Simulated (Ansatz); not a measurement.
System: MgO, space group Fm-3m (No. 225).

Input of the run:
```
crystal:
  lattice:
    - [0.0, 2.1268779578, 2.1268779578]
    - [2.1268779578, 0.0, 2.1268779578]
    - [2.1268779578, 2.1268779578, 0.0]
  atoms:
    - { symbol: Mg, position: [0.0, 0.0, 0.0] }
    - { symbol: O, position: [0.5, 0.5, 0.5] }
basis:
  ecutwfc: 420
kpoints:
  mp_grid: { grid: [10, 10, 10] }
hamiltonian:
  xc: pbe
scf:
  occupations: { method: fixed }
output:
  forces: true
  stress: true
  eigenvalues: true
elastic:
  mode: relaxed_ion
  stencil: two_point
```

Launched with:
```bash
ansatz run input.yaml --threads 1 --pin off --max-ram 3072MiB --backend cpu --events-out ev --progress --plain --runs-dir out
```

Method: elastic stress-strain coefficients at zero temperature from small strains of the given cell, Voigt order xx yy zz yz xz xy, Cartesian axes of the cell vectors; plane waves with PAW datasets, Γ-centred k mesh (Ansatz 0.2.0). Level: PBE, no spin polarisation.

- wave cutoff: 420 eV
- k mesh: 10×10×10
- occupations: fixed
- ions: relaxed
- strain amplitude: 0.002

Describe the result: the Young's modulus as a function of direction in the xy, xz and yz planes.

Over all directions E runs from 221 to 322 GPa, a ratio of 1.45. E is 221 GPa along x, y and z alike, and 322 GPa along the body diagonal x + y + z. The Hill averages are K = 149 GPa and G = 117 GPa, Poisson's ratio 0.19; K/G = 1.27.

Stiffness matrix C (GPa), Voigt order:
```json
{"": "xx", "xx": "266.7", "yy": "89.9", "zz": "89.9", "yz": "0.0", "xz": "0.0", "xy": "0.0"}
{"": "yy", "xx": "89.9", "yy": "266.7", "zz": "89.9", "yz": "0.0", "xz": "0.0", "xy": "0.0"}
{"": "zz", "xx": "89.9", "yy": "89.9", "zz": "266.7", "yz": "0.0", "xz": "0.0", "xy": "0.0"}
{"": "yz", "xx": "0.0", "yy": "0.0", "zz": "0.0", "yz": "141.1", "xz": "0.0", "xy": "0.0"}
{"": "xz", "xx": "0.0", "yy": "0.0", "zz": "0.0", "yz": "0.0", "xz": "141.1", "xy": "0.0"}
{"": "xy", "xx": "0.0", "yy": "0.0", "zz": "0.0", "yz": "0.0", "xz": "0.0", "xy": "141.1"}
```

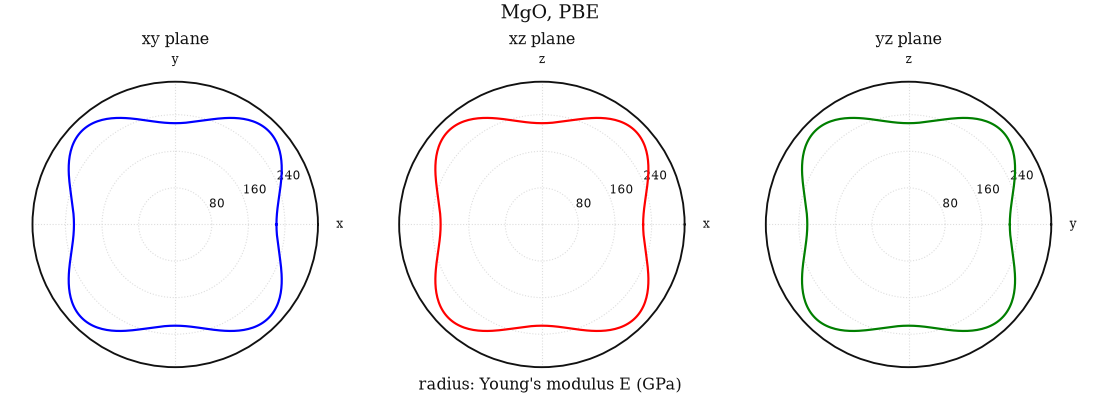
